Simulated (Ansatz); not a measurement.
## CaF$_{2}$: 7 runs along one coordinate

System: CaF$_{2}$ (Fm-3m, 3 atoms in the cell).
Method: DFT PBEsol, scalar-relativistic, plane waves, PAW, no spin polarisation (Ansatz 0.2.0).

The 7 runs differ only in the geometry, by an even scaling of the cell at fixed fractional positions.

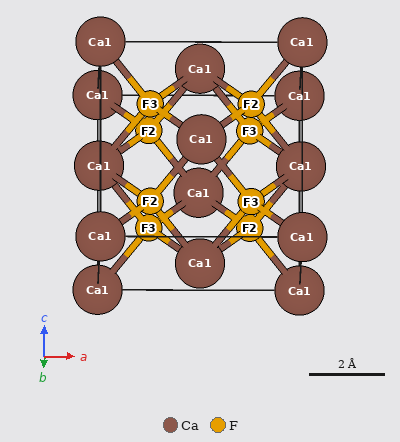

Figure 1. The structure of run 4 (ball-and-stick view of the cell 4 times as large as that of the calculation, set on its symmetry axes, seen at an oblique angle; atoms are numbered from 1 in the order of the input).

**Input of run 4**
```yaml
crystal:
  lattice:
    - [0.0, 2.7240716897, 2.7240716897]
    - [2.7240716897, 0.0, 2.7240716897]
    - [2.7240716897, 2.7240716897, 0.0]
  atoms:
    - { symbol: Ca, position: [0.0, 0.0, 0.0] }
    - { symbol: F, position: [0.25, 0.25, 0.25] }
    - { symbol: F, position: [0.75, 0.75, 0.75] }
basis:
  ecutwfc: 420
  ecutrho_ratio: 4
kpoints:
  mp_grid: { grid: [10, 10, 10] }
hamiltonian:
  xc: pbesol
scf:
  occupations: { method: gaussian, width: 0.05 }
output:
  forces: true
  stress: true
  eigenvalues: true
```

Command:
```bash
ansatz run input.yaml --threads 4 --pin off --max-ram 4096MiB --backend cpu --events-out ev --progress --plain --runs-dir out
```

Run 6 differs from it as follows:
```diff
-    - [0.0, 2.7240716897, 2.7240716897]
-    - [2.7240716897, 0.0, 2.7240716897]
-    - [2.7240716897, 2.7240716897, 0.0]
+    - [0.0, 2.7403237105, 2.7403237105]
+    - [2.7403237105, 0.0, 2.7403237105]
+    - [2.7403237105, 2.7403237105, 0.0]
```

**Results, with one run withheld**

| run | volume per atom (Å³) | free energy per atom, from the lowest run given (meV) | pressure (GPa) | gap on the mesh (eV) |
| --- | --- | --- | --- | --- |
| 1 | 12.741 | 6.17 | 3.87 | 7.49 |
| 2 | 13.006 | 1.49 | 1.83 | 7.37 |
| 3 | 13.272 | 0.00 | 0.00 | 7.25 |
| 4 | 13.476 | 0.83 | −1.27 | 7.16 |
| 5 | 13.537 | 1.36 | −1.63 | 7.13 |
| 6 | 13.719 | ? | ? | ? |
| 7 | 13.803 | 5.31 | −3.10 | 7.02 |

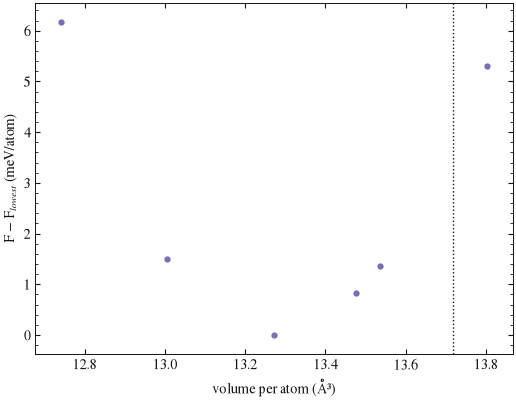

Figure 2. Free energy per atom of the runs given; the dotted line marks run 6.

What should run 6 give?

A cubic polynomial in V^(−2/3) (the Birch–Murnaghan form), fitted to the 6 runs given, misses them by at most 0.01 meV per atom. With x = V^(−2/3) − 0.17816 Å⁻², it reads F = 0.013903 − 116.52 x + 2.521e+05 x² + 4.1933e+05 x³ (meV per atom). At run 6 it gives 3.80 meV per atom, and the run itself gives 3.80. The slope of the fit gives a pressure −dF/dV of −2.65 GPa there, and the run prints −2.65 GPa. The fit has its minimum at 13.272 Å³ per atom, where V d²F/dV² gives 86.2 GPa: the bulk modulus at this level, since symmetry fixes the shape and the positions. The gap on the mesh goes, without turning, from 7.49 eV in run 1 to 7.02 eV in run 7; run 6 has 7.06 eV. These are gaps of this functional on this mesh, which can miss the band edges; they aren't the measured gap.

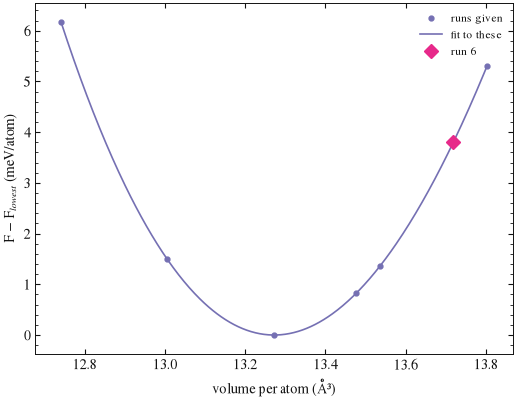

Figure 3. The fit and the withheld run.

**Output, shortened to warnings, some set-up lines, iterations and results (run 6)**
```
Basis set: ecut = 420 eV, 821 PW (Γ), exchange–correlation on 54×54×54 points (8 copies of the dense FFT grid, shifted against one another)
Symmetry: 48 space group operations
k-points: 47 of 1000
Initial density: superposition of atomic densities (neutral atoms: chi_scale 0, normalization atom), corrected by the library's trained network
[...]
SCF iter   1: F=—  HF=-3400.891301 eV  |F-HF|=—  |Δ(HF+E_count)|=         —  Δρ=1.36e-2  dr2=4.74e-2  ethr=1.77e-3  ⟨swp⟩=6.7  Hψ=4633  notcnv=0
SCF iter   2: F=—  HF=-3400.878520 eV  |F-HF|=—  |Δ(HF+E_count)|=   1.28e-2  Δρ=6.00e-3  dr2=8.12e-3  ethr=1.98e-4  ⟨swp⟩=2.0  Hψ=1831  notcnv=0
SCF iter   3: F=—  HF=-3400.876061 eV  |F-HF|=—  |Δ(HF+E_count)|=   2.46e-3  Δρ=7.54e-4  dr2=1.62e-4  ethr=3.39e-5  ⟨swp⟩=2.1  Hψ=1278  notcnv=0
SCF iter   4: F=—  HF=-3400.876080 eV  |F-HF|=—  |Δ(HF+E_count)|=   1.95e-5  Δρ=2.65e-4  dr2=8.43e-6  ethr=6.74e-7  ⟨swp⟩=2.7  Hψ=1304  notcnv=0
SCF iter   5: F=—  HF=-3400.875931 eV  |F-HF|=—  |Δ(HF+E_count)|=   1.50e-4  Δρ=4.21e-5  dr2=5.33e-7  ethr=3.51e-8  ⟨swp⟩=2.0  Hψ=1175  notcnv=0
SCF iter   6: F=-3400.875931 eV  HF=-3400.875931 eV  |F-HF|=1.46e-9  |Δ(HF+E_count)|=   3.47e-8  Δρ=5.39e-6  dr2=7.21e-9  ethr=4.17e-10  ⟨swp⟩=5.0  Hψ=3540  notcnv=0
SCF 1 converged in 6 iterations: F = -3400.875931 eV  dr2 = 7.21e-9
SCF converged after 6 iterations
Free energy (F): -3400.875931 eV
Harris-Foulkes:  -3400.875931 eV  (|F-HF|=1.46e-9)
Internal energy: -3400.875931 eV  (E = F + TS)
E sigma→0 (E₀):  -3400.875931 eV
Fermi energy:    6.642682 eV
--- Per-component energies (eV) ---
  E_band       = -190.277166
  E_kinetic    = 691.465202
  E_local      = -1793.751359  (includes V_loc(G=0)·N_el)
  E_nonlocal   = 211.783075
  E_hartree    = 635.818610
  E_xc         = -294.459527
  E_vxc        = -374.953008  (∫ρ·V_xc dr)
  E_paw        = -1224.106741  (= ΣΔE_a)
  E_vpaw       = -196.464521  (= ΣTr[D̂ρ^β])
  E_aug_tail   = 0.004025  (compensation charges beyond the density's cutoff)
  E_ewald      = -1627.832896
  E_core_change = 0.203680  (= ΣΔE_core)
  E_smearing   = -0.000000  (= −TS)
  E_closure    = 0.000000  (closes the sum)
  Σ components = -3400.875931   (vs F -3400.875931, Δ=0.00e0)
--- Forces (eV/Å), atoms counted from 1 ---
  atom   1  Ca    -0.00000000    -0.00000000    -0.00000000
  atom   2  F     -0.00000000     0.00000000     0.00000000
  atom   3  F     -0.00000000    -0.00000000     0.00000000
  max |Σ_I F_I| component: 1.50e-17 eV/Å
--- Stress (GPa, compression-positive) ---
       -2.653016      -0.000000       0.000000
        0.000000      -2.653016       0.000000
       -0.000000      -0.000000      -2.653016
  P = ⅓ Tr σ = -2.6530 GPa (-26.530 kbar)
```
